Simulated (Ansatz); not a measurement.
# What a change does: band-structure calculation on HfN

System: HfN (P-6m2, 2 atoms in the cell).
Method of the first run: DFT, PBE, all-electron LAPW, scalar-relativistic, no spin polarisation (Ansatz 0.2.0).

Text and figures count atoms from 1; the logs count them from 0 in places.

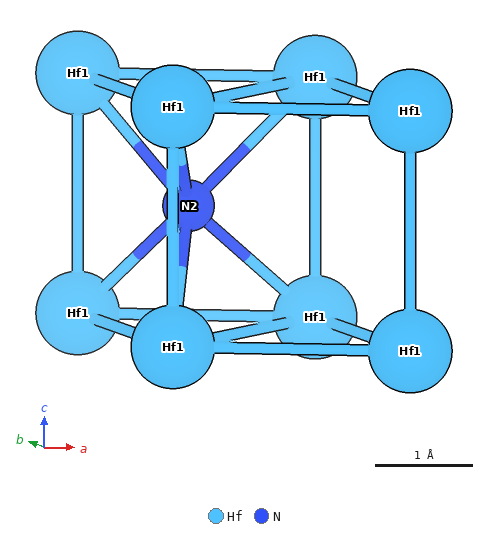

The structure as given in the input (ball-and-stick view of the cell of the calculation, seen slightly off an axis; atoms are numbered from 1 in the order of the input).

**The input, the first run**
```yaml
crystal:
  lattice:
    - [2.4741260101, 0.0, 0.0]
    - [-1.2370630051, 2.1426559769, 0.0]
    - [0.0, 0.0, 2.5156553628]
  atoms:
    - { symbol: Hf, position: [0.0, 0.0, 0.0] }
    - { symbol: "N", position: [0.3333333333, 0.6666666667, 0.5] }
kpoints:
  mp_grid: { grid: [16, 16, 14] }
  band_path:
    path:
      - [0.0, 0.0, 0.0]
      - [0.5, 0.0, 0.0]
      - [0.3333333333, 0.3333333333, 0.0]
      - [0.0, 0.0, 0.0]
      - [0.0, 0.0, 0.5]
      - [0.5, 0.0, 0.5]
      - [0.3333333333, 0.3333333333, 0.5]
      - [0.0, 0.0, 0.5]
      - [0.5, 0.0, 0.5]
    npoints: 8
scf:
  occupations: { method: fermi_dirac, width: 0.1 }
hamiltonian:
  xc: pbe
  pseudopotentials: { kind: all_electron, lapw: { basis_error: 0.001 } }
output:
  forces: true
  stress: true
  eigenvalues: true
  populations: true
  dos: { projected: true, de: 0.2, e_range: [-14, 8] }
```

Launched with:
```bash
ansatz run input.yaml --threads 1 --pin off --max-ram 2048MiB --backend cpu --events-out ev --progress --plain --runs-dir out
```

Hardware: 1 thread of Intel Xeon (Sapphire Rapids), 64 GiB of memory available, shared host.

**Output, shortened to warnings, some set-up lines, iterations and results (the first run)**
```
Basis set: ecut = 500.36775911632225 eV, 339 PW (Γ), exchange–correlation at level 2
Symmetry: 12 space group operations
k-points: 240 of 3584 (time reversal used)
Initial density: superposition of atomic densities (chi_scale 0.1, normalization cell, long waves kept (reshape's long-wave potential 0.00 eV rms))
[...]
SCF iter   1: F=—  HF=-411736.169292 eV  |F-HF|=—  |Δ(HF+E_count)|=         —  Δρ=2.14e-1  dr2=5.49e0  ethr=1.08e-2  ⟨swp⟩=2.0  Hψ=48395  notcnv=0
SCF iter   2: F=—  HF=-411733.714265 eV  |F-HF|=—  |Δ(HF+E_count)|=    2.46e0  Δρ=6.30e-2  dr2=5.19e-1  ethr=1.02e-3  ⟨swp⟩=2.0  Hψ=37439  notcnv=0
SCF iter   3: F=—  HF=-411733.471550 eV  |F-HF|=—  |Δ(HF+E_count)|=   2.43e-1  Δρ=1.68e-2  dr2=1.87e-2  ethr=1.02e-3  ⟨swp⟩=2.3  Hψ=22526  notcnv=0
SCF iter   4: F=—  HF=-411733.437146 eV  |F-HF|=—  |Δ(HF+E_count)|=         —  Δρ=1.11e-2  dr2=9.99e-3  ethr=3.66e-5  ⟨swp⟩=2.2  Hψ=22158  notcnv=0
SCF iter   5: F=—  HF=-411733.432553 eV  |F-HF|=—  |Δ(HF+E_count)|=   4.59e-3  Δρ=3.15e-3  dr2=8.47e-4  ethr=1.96e-5  ⟨swp⟩=2.1  Hψ=21898  notcnv=0
SCF iter   6: F=—  HF=-411733.432662 eV  |F-HF|=—  |Δ(HF+E_count)|=   1.09e-4  Δρ=4.70e-4  dr2=1.57e-5  ethr=1.66e-6  ⟨swp⟩=2.0  Hψ=21885  notcnv=0
SCF iter   7: F=—  HF=-411733.432669 eV  |F-HF|=—  |Δ(HF+E_count)|=   7.08e-6  Δρ=5.01e-5  dr2=1.27e-7  ethr=3.08e-8  ⟨swp⟩=2.2  Hψ=21997  notcnv=0
SCF iter   8: F=-411733.432669 eV  HF=-411733.432669 eV  |F-HF|=8.15e-10  |Δ(HF+E_count)|=   1.00e-7  Δρ=4.37e-6  dr2=6.03e-10  ethr=2.49e-10  ⟨swp⟩=3.0  Hψ=22621  notcnv=0
SCF 1 converged in 8 iterations: F = -411733.432669 eV  dr2 = 6.03e-10
NSCF: frozen V_eff on 65 k-points
SCF converged after 8 iterations
Free energy (F): -411733.432669 eV
Harris-Foulkes:  -411733.432669 eV  (|F-HF|=8.15e-10)
Internal energy: -411733.414666 eV  (E = F + TS)
E sigma→0 (E₀):  -411733.423668 eV
Entropy (-TS):   -0.018003 eV (-9.001 meV/atom)
Fermi energy:    40.623450 eV
--- Per-component energies (eV) ---
  E_band       = -4444.142104
  E_kinetic    = 458074.130030
  E_xc         = -8623.978863
  E_electrostatic = -861183.565834  (all electrons and nuclei)
  E_smearing   = -0.018003  (= −TS)
  E_closure    = 0.000000  (closes the sum)
  E_atoms      = -411724.663545  (free atoms, spherical and without spin; not in F)
  Σ components = -411733.432669   (vs F -411733.432669, Δ=0.00e0)
  Basis errors (estimates in eV, not in F): energy 3.5e-4 per atom: plane waves 3.1e-4 (1.7e-4 summed), levels above the bands 4.1e-70, relativity 3.3e-8, radial functions 4.3e-5, core shells 8.5e-11; eigenvalues (radial functions only) 1.4e-5; not estimated: angular momenta, meshes, grids; target …
--- Forces (eV/Å), atoms counted from 1 ---
  atom   1  Hf     0.00000000    -0.00000000     0.00000000
  atom   2  N     -0.00000000    -0.00000000     0.00000000
  max |Σ_I F_I| component: 1.48e-16 eV/Å
--- Stress (GPa, compression-positive) ---
      460.047734       0.000000       0.000000
       -0.000000     460.047734      -0.000000
        0.000000      -0.000000     460.221735
  P = ⅓ Tr σ = 460.1057 GPa (4601.057 kbar)
--- Löwdin populations: 2 sites ---
  site symbol       q [e]
     0     Hf     71.6364
     1      N      7.3156
  spilling = 0.000608 (of n_electrons = 79.000000)
```

The input of the second run differs as follows (lines with − go, lines with + come):
```diff
-  pseudopotentials: { kind: all_electron, lapw: { basis_error: 0.001 } }
+  pseudopotentials: { kind: paw }
+  write_density: true
+  write_potential: true
+  elf: true
+  volumetric_format: npy
```

What does this change do to the results?

The total energies belong to different models, so their difference says nothing on which is more stable or more accurate. The pressure goes from 460.11 to 459.59 GPa. The SCF takes 7 iterations against 8. The plane waves at Γ go from 339 to 255. On the same kind of shared host the second run took about 0.12 times as long. The two runs start from different initial densities, which also moves the count.

**Output, shortened to warnings, some set-up lines, iterations and results (the second run)**
```
Basis set: ecut = 420 eV, 255 PW (Γ), exchange–correlation on 36×36×36 points (8 copies of the dense FFT grid, shifted against one another)
Symmetry: 12 space group operations
k-points: 240 of 3584 (time reversal used)
Initial density: superposition of atomic densities (neutral atoms: chi_scale 0, normalization atom), corrected by the library's trained network
[...]
SCF iter   1: F=—  HF=-16098.419376 eV  |F-HF|=—  |Δ(HF+E_count)|=         —  Δρ=3.55e-2  dr2=7.09e-2  ethr=1.77e-3  ⟨swp⟩=5.3  Hψ=23601  notcnv=0
SCF iter   2: F=—  HF=-16098.427972 eV  |F-HF|=—  |Δ(HF+E_count)|=   8.60e-3  Δρ=2.10e-2  dr2=2.93e-2  ethr=2.29e-4  ⟨swp⟩=1.7  Hψ=7630  notcnv=0
SCF iter   3: F=—  HF=-16098.438754 eV  |F-HF|=—  |Δ(HF+E_count)|=   1.08e-2  Δρ=6.33e-3  dr2=3.03e-3  ethr=9.45e-5  ⟨swp⟩=2.1  Hψ=9593  notcnv=0
SCF iter   4: F=—  HF=-16098.435685 eV  |F-HF|=—  |Δ(HF+E_count)|=   3.07e-3  Δρ=1.12e-3  dr2=6.93e-5  ethr=9.78e-6  ⟨swp⟩=2.1  Hψ=9614  notcnv=0  defer=11
SCF iter   5: F=—  HF=-16098.435708 eV  |F-HF|=—  |Δ(HF+E_count)|=   2.31e-5  Δρ=2.55e-4  dr2=3.86e-6  ethr=2.23e-7  ⟨swp⟩=2.3  Hψ=9135  notcnv=0  defer=11
SCF iter   6: F=—  HF=-16098.435727 eV  |F-HF|=—  |Δ(HF+E_count)|=   1.85e-5  Δρ=4.70e-5  dr2=8.77e-8  ethr=3.23e-10  ⟨swp⟩=10.4  Hψ=46321  notcnv=0
SCF iter   7: F=-16098.435727 eV  HF=-16098.435727 eV  |F-HF|=3.64e-12  |Δ(HF+E_count)|=   2.73e-8  Δρ=5.52e-6  dr2=1.37e-9  ethr=2.83e-10  ⟨swp⟩=9.8  Hψ=35615  notcnv=0
SCF 1 converged in 7 iterations: F = -16098.435727 eV  dr2 = 1.37e-9
NSCF: frozen V_eff on 65 k-points
SCF converged after 7 iterations
Free energy (F): -16098.435727 eV
Harris-Foulkes:  -16098.435727 eV  (|F-HF|=3.64e-12)
Internal energy: -16098.417707 eV  (E = F + TS)
E sigma→0 (E₀):  -16098.426717 eV
Entropy (-TS):   -0.018020 eV (-9.010 meV/atom)
Fermi energy:    39.942185 eV
--- Per-component energies (eV) ---
  E_band       = 713.495391
  E_kinetic    = 624.149640
  E_local      = -3157.078736  (includes V_loc(G=0)·N_el)
  E_nonlocal   = -1186.684513
  E_hartree    = 1717.082590
  E_xc         = -380.076464
  E_vxc        = -369.109943  (∫ρ·V_xc dr)
  E_paw        = -7072.645481  (= ΣΔE_a)
  E_vpaw       = 1368.052297  (= ΣTr[D̂ρ^β])
  E_aug_tail   = 0.000109  (compensation charges beyond the density's cutoff)
  E_ewald      = -6643.164853
  E_smearing   = -0.018020  (= −TS)
  E_closure    = 0.000000  (closes the sum)
  Σ components = -16098.435727   (vs F -16098.435727, Δ=0.00e0)
--- Forces (eV/Å), atoms counted from 1 ---
  atom   1  Hf     0.00000000    -0.00000000    -0.00000000
  atom   2  N      0.00000000    -0.00000000     0.00000000
  max |Σ_I F_I| component: 2.96e-16 eV/Å
--- Stress (GPa, compression-positive) ---
      459.584030      -0.000000       0.000000
        0.000000     459.584030      -0.000000
        0.000000      -0.000000     459.598009
  P = ⅓ Tr σ = 459.5887 GPa (4595.887 kbar)
--- Löwdin populations: 2 sites ---
  site symbol       q [e]
     0     Hf     25.6325
     1      N      5.3134
  spilling = 0.001743 (of n_electrons = 31.000000)
```

**The two runs side by side**

| quantity | the first run | the second run |
| --- | --- | --- |
| outcome | converged | converged |
| free energy per atom (eV) | −205866.7163 | −8049.2179 |
| energy per atom, smearing taken to zero (eV) | −205866.7118 | −8049.2134 |
| pressure (GPa) | 460.11 | 459.59 |
| largest force (eV/Å) | 0.000 | 0.000 |
| SCF iterations | 8 | 7 |
| irreducible k-points | 240 | 240 |
| plane waves at Γ | 339 | 255 |
| wall time (shared host) | 70 s | 8.2 s |

For both runs: Spin–orbit coupling is left out, which matters for Hf. The cell holds an odd number of electrons but the run has no spin polarisation, so it comes out as a metal. The cell is under a pressure of 460 GPa at this level, so it is not at its equilibrium volume.
